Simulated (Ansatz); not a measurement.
# Ni (fcc): the equilibrium volume

At what volume is Ni (fcc) free of pressure?

Computed with Ansatz 0.2.0 (DFT r²SCAN, scalar-relativistic, plane waves, PAW (the target; the first runs use scalar-relativistic PBE), unless a step's input says otherwise).

## Step 1: The structure to begin with

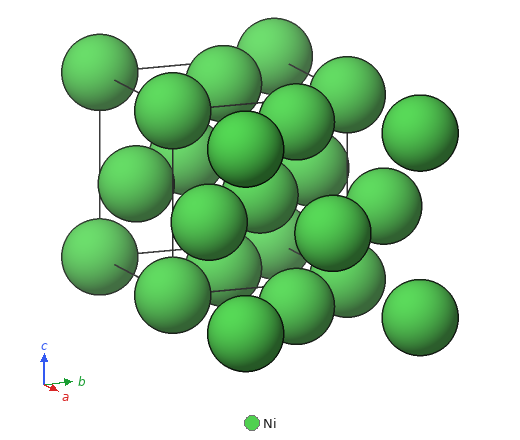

The starting structure, seen slightly off an axis (nickel green). 2×1×1 cells are drawn. Atoms on the faces are drawn again on the opposite ones. The cell drawn here is the conventional one, which holds 4 of the cells typed in the input.

Coordinates:

```
CELL_PARAMETERS angstrom
0.00000 1.76000 1.76000
1.76000 0.00000 1.76000
1.76000 1.76000 0.00000
ATOMIC_POSITIONS crystal
Ni 0.00000 0.00000 0.00000
```

Starting moments: Ni 0.80 μB.

## Step 2: The first run (PBE, 10×10×10 mesh)

Contents of input.yaml:

```yaml
crystal:
  lattice:
    - [0.0, 1.76, 1.76]
    - [1.76, 0.0, 1.76]
    - [1.76, 1.76, 0.0]
  atoms:
    - { symbol: Ni, position: [0.0, 0.0, 0.0], spin: 0.8 }
basis:
  ecutwfc: 420
  ecutrho_ratio: 4
kpoints:
  mp_grid: { grid: [10, 10, 10] }
hamiltonian:
  xc: pbe
scf:
  occupations: { method: gaussian, width: 0.05 }
output:
  forces: true
  stress: true
  eigenvalues: true
  populations: true
magnetization:
  spin_polarized: true
```

What it wrote, shortened:

```text
Warning: RAYON_NUM_THREADS=2 ignored (pool sized by the plan → 2); use --threads N
[...]
Pseudopotentials: kind: paw
Pseudopotential: Ni, paw, valence charge 18, recommended cutoff 420 eV (normal), Ni.paw.azcp
Functional definition: PBE
[...]
Crystal: 1 atoms, lattice volume = 10.904 Å³
Basis set: ecut = 420 eV, 181 PW (Γ), exchange–correlation on 36×36×36 points (8 copies of the dense FFT grid, shifted against one another)
Bands: 14, of which v1, the nominal top of the filled ones, is band 9 counted from 1 (8 counted from 0)
Symmetry: 48 space group operations
Space group: Fm-3m (ITA 225), of the structure as read, at distance tolerance 2.2e-5 Å
Magnetic group: BNS 225.116 (UNI 1618), of the structure as read, at distance tolerance 2.2e-5 Å
k-points: 47 of 1000
[...]
Starting moments: Σ|m| = 0.8 μB on 1 of 1 site
[...]
SCF iter   1: F=—  HF=-5839.010111 eV  |F-HF|=—  |Δ(HF+E_count)|=         —  Δρ=8.08e-2 (↑2.15e-2 ↓8.08e-2)  dr2=6.76e-1  dr2_m=9.12e-2  M=0.834 μB ∫|m|=0.892 μB  β_m=0.30  ethr=3.10e-3  ⟨swp⟩=5.6  Hψ=6901  notcnv=0
[...]
SCF iter  11: F=-5839.725498 eV  HF=-5839.725498 eV  |F-HF|=7.20e-9  |Δ(HF+E_count)|=   1.48e-8  Δρ=7.29e-6 (↑4.54e-6 ↓7.29e-6)  dr2=8.98e-9  dr2_m=1.92e-10  M=0.734 μB ∫|m|=0.818 μB  ethr=2.78e-10  ⟨swp⟩=4.4  Hψ=4718  notcnv=0
[...]
SCF converged after 11 iterations
Magnetization: 0.7337 μB (9.3669 up, 8.6331 down)
Absolute magnetization: 0.8186 μB (∫|ρ↑−ρ↓|, with the PAW one-centre terms)
Spin contamination: 0.0074 ħ² per cell (⟨S²⟩ above its minimum at these occupations)
Per-site moments (μB) at R_I (Å): [(0.7705137325002315, 1.026719046282867)]
Free energy (F): -5839.725498 eV
[...]
E sigma→0 (E₀):  -5839.724365 eV
Entropy (-TS):   -0.002266 eV (-2.266 meV/atom)
Fermi energy:    18.155332 eV
[...]
--- Forces (eV/Å), atoms counted from 1 ---
  atom   1  Ni    -0.00000000    -0.00000000    -0.00000000
[...]
--- Stress (GPa, compression-positive) ---
        0.248282       0.000000       0.000000
       -0.000000       0.248282      -0.000000
        0.000000       0.000000       0.248282
  P = ⅓ Tr σ = 0.2483 GPa (2.483 kbar)
--- Band table (eV; the first three rows and the last of 94) ---
  k-point 0 ↑: bands = ["-85.6201", "-45.8760", "-45.8760", "-45.8760", "9.0132", "15.6033", "15.6033", "15.6033", "16.8022", "16.8022", "41.5997", "45.5502", "45.5502", "45.5502"]
[...]
--- Löwdin populations: 1 site ---
  site symbol       q [e]    m [muB]
     0     Ni     17.7774     0.7660
  spilling = 0.012369 (of n_electrons = 18.000000)
```

Wall time 1.3 s (2 threads of an Arm CPU, shared host); peak memory 0.27 GiB.

In short: volume 10.904 Å³/atom, pressure 0.25 GPa, a metal on this mesh, moments in the atoms' spheres Ni 0.77 μB.

## Step 3: Volume 10.947 Å³/atom (PBE, 10×10×10 mesh)

Edit input.yaml of step 2 so:

```diff
@@ -2,7 +2,7 @@
   lattice:
-    - [0.0, 1.76, 1.76]
-    - [1.76, 0.0, 1.76]
-    - [1.76, 1.76, 0.0]
+    - [0.0, 1.7623435447, 1.7623435447]
+    - [1.7623435447, 0.0, 1.7623435447]
+    - [1.7623435447, 1.7623435447, 0.0]
   atoms:
-    - { symbol: Ni, position: [0.0, 0.0, 0.0], spin: 0.8 }
+    - { symbol: Ni, position: [0.0, 0.0, 0.0], spin: 0.85 }
 basis:
```

What it wrote, shortened:

```text
Warning: RAYON_NUM_THREADS=2 ignored (pool sized by the plan → 2); use --threads N
[...]
[... 3 set-up lines as earlier in the session ...]
[...]
Crystal: 1 atoms, lattice volume = 10.947 Å³
Basis set: ecut = 420 eV, 181 PW (Γ), exchange–correlation on 36×36×36 points (8 copies of the dense FFT grid, shifted against one another)
Bands: 14, of which v1, the nominal top of the filled ones, is band 9 counted from 1 (8 counted from 0)
[... 2 set-up lines as earlier in the session ...]
Magnetic group: BNS 225.116 (UNI 1618), of the structure as read, at distance tolerance 2.2e-5 Å
k-points: 47 of 1000
[...]
Starting moments: Σ|m| = 0.85 μB on 1 of 1 site
[...]
Absolute magnetization: 0.8193 μB (∫|ρ↑−ρ↓|, with the PAW one-centre terms)
Spin contamination: 0.0074 ħ² per cell (⟨S²⟩ above its minimum at these occupations)
Per-site moments (μB) at R_I (Å): [(0.7707839409701283, 1.0280861837711086)]
Free energy (F): -5839.725465 eV
[...]
E sigma→0 (E₀):  -5839.724328 eV
Entropy (-TS):   -0.002275 eV (-2.275 meV/atom)
Fermi energy:    18.064780 eV
[...]
--- Forces (eV/Å), atoms counted from 1 ---
  atom   1  Ni    -0.00000000     0.00000000    -0.00000000
[...]
--- Stress (GPa, compression-positive) ---
       -0.550649       0.000000      -0.000000
       -0.000000      -0.550649      -0.000000
        0.000000      -0.000000      -0.550649
  P = ⅓ Tr σ = -0.5506 GPa (-5.506 kbar)
--- Band table (eV; the first three rows and the last of 94) ---
  k-point 0 ↑: bands = ["-85.7040", "-45.9618", "-45.9618", "-45.9618", "8.9504", "15.5224", "15.5224", "15.5224", "16.7151", "16.7151", "41.4765", "45.3961", "45.3961", "45.3961"]
[...]
--- Löwdin populations: 1 site ---
  site symbol       q [e]    m [muB]
     0     Ni     17.7773     0.7662
  spilling = 0.012371 (of n_electrons = 18.000000)
```

Run time: 1.2 s. Hardware: 2 threads of an Arm CPU, shared host; peak memory 0.27 GiB.

Result: volume 10.947 Å³/atom, pressure -0.55 GPa, a metal on this mesh, moments in the atoms' spheres Ni 0.77 μB.

## Step 4: First run at r²SCAN

Edit input.yaml of step 3 so:

```diff
@@ -6,10 +6,10 @@
   atoms:
-    - { symbol: Ni, position: [0.0, 0.0, 0.0], spin: 0.85 }
+    - { symbol: Ni, position: [0.0, 0.0, 0.0], spin: 0.8 }
 basis:
-  ecutwfc: 420
+  ecutwfc: 500
   ecutrho_ratio: 4
 kpoints:
-  mp_grid: { grid: [10, 10, 10] }
+  mp_grid: { grid: [20, 20, 20] }
 hamiltonian:
-  xc: pbe
+  xc: r2scan
 scf:
```

What it wrote, shortened:

```text
Warning: RAYON_NUM_THREADS=2 ignored (pool sized by the plan → 2); use --threads N
[...]
[... 1 set-up line as earlier in the session ...]
Pseudopotential: Ni, paw, valence charge 18, recommended cutoff 500 eV (meta_gga), Ni.paw.azcp
Functional definition: r2SCAN
[...]
Crystal: 1 atoms, lattice volume = 10.947 Å³
Basis set: ecut = 500 eV, 283 PW (Γ), exchange–correlation on 80×80×80 points (64 copies of the dense FFT grid, shifted against one another)
Bands: 14, of which v1, the nominal top of the filled ones, is band 9 counted from 1 (8 counted from 0)
[... 2 set-up lines as earlier in the session ...]
Magnetic group: BNS 225.116 (UNI 1618), of the structure as read, at distance tolerance 2.2e-5 Å
k-points: 256 of 8000
[...]
Starting moments: Σ|m| = 0.8 μB on 1 of 1 site
[...]
Absolute magnetization: 0.9512 μB (∫|ρ↑−ρ↓|, with the PAW one-centre terms)
Spin contamination: 0.0225 ħ² per cell (⟨S²⟩ above its minimum at these occupations)
Per-site moments (μB) at R_I (Å): [(0.8445690525896794, 1.0280861837711086)]
Free energy (F): -5845.279294 eV
[...]
E sigma→0 (E₀):  -5845.278364 eV
Entropy (-TS):   -0.001860 eV (-1.860 meV/atom)
Fermi energy:    17.991305 eV
[...]
--- Forces (eV/Å), atoms counted from 1 ---
  atom   1  Ni    -0.00000000     0.00000000     0.00000000
[...]
--- Stress (GPa, compression-positive) ---
       -7.765655      -0.000000       0.000000
       -0.000000      -7.765655      -0.000000
       -0.000000      -0.000000      -7.765655
  P = ⅓ Tr σ = -7.7657 GPa (-77.657 kbar)
--- Band table (eV; the first three rows and the last of 512) ---
  k-point 0 ↑: bands = ["-89.8435", "-48.6191", "-48.6191", "-48.6191", "8.4860", "14.9528", "14.9528", "14.9528", "16.2597", "16.2597", "42.1954", "46.3264", "46.3264", "46.3264"]
[...]
--- Löwdin populations: 1 site ---
  site symbol       q [e]    m [muB]
     0     Ni     17.7734     0.8263
  spilling = 0.012590 (of n_electrons = 18.000000)
```

It took 13 s on 2 threads of an Arm CPU, shared host; peak memory 0.4 GiB.

In short: volume 10.947 Å³/atom, pressure -7.77 GPa, no gap, moments in the atoms' spheres Ni 0.84 μB.

## Step 5: Next volume: 10.380 Å³/atom

Contents of input.yaml:

```yaml
crystal:
  lattice:
    - [0.0, 1.7313902937, 1.7313902937]
    - [1.7313902937, 0.0, 1.7313902937]
    - [1.7313902937, 1.7313902937, 0.0]
  atoms:
    - { symbol: Ni, position: [0.0, 0.0, 0.0], spin: 0.93 }
basis:
  ecutwfc: 500
  ecutrho_ratio: 4
kpoints:
  mp_grid: { grid: [20, 20, 20] }
hamiltonian:
  xc: r2scan
scf:
  occupations: { method: gaussian, width: 0.05 }
output:
  forces: true
  stress: true
  eigenvalues: true
  populations: true
magnetization:
  spin_polarized: true
```

What it wrote, shortened:

```text
Warning: RAYON_NUM_THREADS=2 ignored (pool sized by the plan → 2); use --threads N
[...]
[... 3 set-up lines as earlier in the session ...]
[...]
Crystal: 1 atoms, lattice volume = 10.380 Å³
Basis set: ecut = 500 eV, 259 PW (Γ), exchange–correlation on 72×72×72 points (64 copies of the dense FFT grid, shifted against one another)
Bands: 14, of which v1, the nominal top of the filled ones, is band 9 counted from 1 (8 counted from 0)
[... 2 set-up lines as earlier in the session ...]
Magnetic group: BNS 225.116 (UNI 1618), of the structure as read, at distance tolerance 2.2e-5 Å
k-points: 256 of 8000
[...]
Starting moments: Σ|m| = 0.93 μB on 1 of 1 site
[...]
Absolute magnetization: 0.9109 μB (∫|ρ↑−ρ↓|, with the PAW one-centre terms)
Spin contamination: 0.0193 ħ² per cell (⟨S²⟩ above its minimum at these occupations)
Per-site moments (μB) at R_I (Å): [(0.8126849948321767, 1.0100291994835666)]
Free energy (F): -5845.288565 eV
[...]
E sigma→0 (E₀):  -5845.287674 eV
Entropy (-TS):   -0.001782 eV (-1.782 meV/atom)
Fermi energy:    19.208575 eV
[...]
--- Forces (eV/Å), atoms counted from 1 ---
  atom   1  Ni    -0.00000000     0.00000000     0.00000000
[...]
--- Stress (GPa, compression-positive) ---
        3.087575      -0.000000      -0.000000
       -0.000000       3.087575      -0.000000
        0.000000      -0.000000       3.087575
  P = ⅓ Tr σ = 3.0876 GPa (30.876 kbar)
--- Band table (eV; the first three rows and the last of 512) ---
  k-point 0 ↑: bands = ["-88.6724", "-47.4227", "-47.4227", "-47.4227", "9.3293", "16.0785", "16.0785", "16.0785", "17.4610", "17.4610", "43.8667", "48.4372", "48.4372", "48.4372"]
[...]
--- Löwdin populations: 1 site ---
  site symbol       q [e]    m [muB]
     0     Ni     17.7750     0.7943
  spilling = 0.012499 (of n_electrons = 18.000000)
```

Wall time 12 s (2 threads of an Arm CPU, shared host); peak memory 0.38 GiB.

Result: volume 10.380 Å³/atom, pressure 3.09 GPa, no gap, moments in the atoms' spheres Ni 0.81 μB.

## Step 6: Stepping to 10.525 Å³/atom

Contents of input.yaml:

```yaml
crystal:
  lattice:
    - [0.0, 1.7394161757, 1.7394161757]
    - [1.7394161757, 0.0, 1.7394161757]
    - [1.7394161757, 1.7394161757, 0.0]
  atoms:
    - { symbol: Ni, position: [0.0, 0.0, 0.0], spin: 0.89 }
basis:
  ecutwfc: 500
  ecutrho_ratio: 4
kpoints:
  mp_grid: { grid: [20, 20, 20] }
hamiltonian:
  xc: r2scan
scf:
  occupations: { method: gaussian, width: 0.05 }
output:
  forces: true
  stress: true
  eigenvalues: true
  populations: true
magnetization:
  spin_polarized: true
```

What it wrote, shortened:

```text
Warning: RAYON_NUM_THREADS=2 ignored (pool sized by the plan → 2); use --threads N
[...]
[... 3 set-up lines as earlier in the session ...]
[...]
Crystal: 1 atoms, lattice volume = 10.525 Å³
Basis set: ecut = 500 eV, 283 PW (Γ), exchange–correlation on 72×72×72 points (64 copies of the dense FFT grid, shifted against one another)
Bands: 14, of which v1, the nominal top of the filled ones, is band 9 counted from 1 (8 counted from 0)
[... 2 set-up lines as earlier in the session ...]
Magnetic group: BNS 225.116 (UNI 1618), of the structure as read, at distance tolerance 2.2e-5 Å
k-points: 256 of 8000
[...]
Starting moments: Σ|m| = 0.89 μB on 1 of 1 site
[...]
Absolute magnetization: 0.9223 μB (∫|ρ↑−ρ↓|, with the PAW one-centre terms)
Spin contamination: 0.0201 ħ² per cell (⟨S²⟩ above its minimum at these occupations)
Per-site moments (μB) at R_I (Å): [(0.8218075124098267, 1.0147112028430092)]
Free energy (F): -5845.289946 eV
[...]
E sigma→0 (E₀):  -5845.289045 eV
Entropy (-TS):   -0.001801 eV (-1.801 meV/atom)
Fermi energy:    18.884677 eV
[...]
--- Forces (eV/Å), atoms counted from 1 ---
  atom   1  Ni    -0.00000000    -0.00000000    -0.00000000
[...]
--- Stress (GPa, compression-positive) ---
       -0.016081       0.000000       0.000000
        0.000000      -0.016081       0.000000
        0.000000      -0.000000      -0.016081
  P = ⅓ Tr σ = -0.0161 GPa (-0.161 kbar)
--- Band table (eV; the first three rows and the last of 512) ---
  k-point 0 ↑: bands = ["-88.9844", "-47.7418", "-47.7418", "-47.7418", "9.1039", "15.7788", "15.7788", "15.7788", "17.1407", "17.1407", "43.4248", "47.8746", "47.8746", "47.8746"]
[...]
--- Löwdin populations: 1 site ---
  site symbol       q [e]    m [muB]
     0     Ni     17.7745     0.8034
  spilling = 0.012526 (of n_electrons = 18.000000)
```

It took 12 s on 2 threads of an Arm CPU, shared host; peak memory 0.38 GiB.

In short: volume 10.525 Å³/atom, pressure -0.02 GPa, a metal on this mesh, moments in the atoms' spheres Ni 0.82 μB.

## Step 7: The volume search in one table

```
step   level      mesh  relaxed  volume (Å³/atom)  pressure (GPa)
   2     PBE  10×10×10  nothing            10.904            0.25
   3     PBE  10×10×10  nothing            10.947           -0.55
   4  r²SCAN  20×20×20  nothing            10.947           -7.77
   5  r²SCAN  20×20×20  nothing            10.380            3.09
   6  r²SCAN  20×20×20  nothing            10.525           -0.02
```

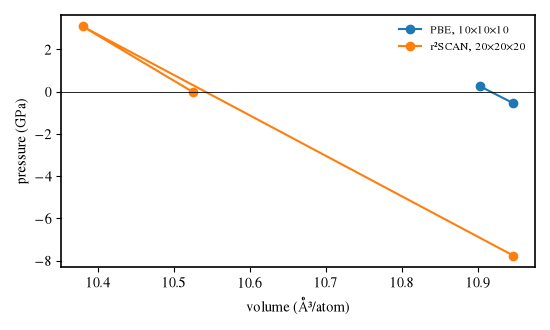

Pressure against volume, run by run.

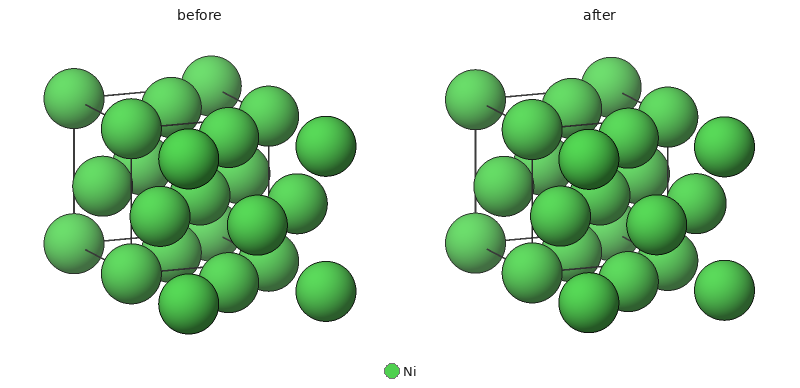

The structure before (left) and after (right), at one scale. Drawn in the start's conventional cell.

How the cell compares, before and after:

| cell as typed | before | after | change |
| --- | --- | --- | --- |
| a (Å) | 2.489 | 2.460 | -1.2 % |
| b (Å) | 2.489 | 2.460 | -1.2 % |
| c (Å) | 2.489 | 2.460 | -1.2 % |
| volume (Å³/atom) | 10.904 | 10.525 | -3.5 % |
| shortest distance (Å) | 2.489 | 2.460 | -1.2 % |
| space group | Fm-3m | Fm-3m | same |

## Step 8: Summary of results

```
               quantity                                                                      value
                 volume                                                             10.525 Å³/atom
               pressure                                                                  -0.02 GPa
      conventional cell  a = 3.479 Å, b = 3.479 Å, c = 3.479 Å, α = 90.00°, β = 90.00°, γ = 90.00°
        gap on the mesh                                                               none (metal)
spin moments in spheres                                                                 Ni 0.82 μB
```

In words: Over the 5 runs shown the cell moved from 10.90 to 10.53 Å³/atom, a change of -3.5 %, where the pressure is zero within 0.02 GPa.
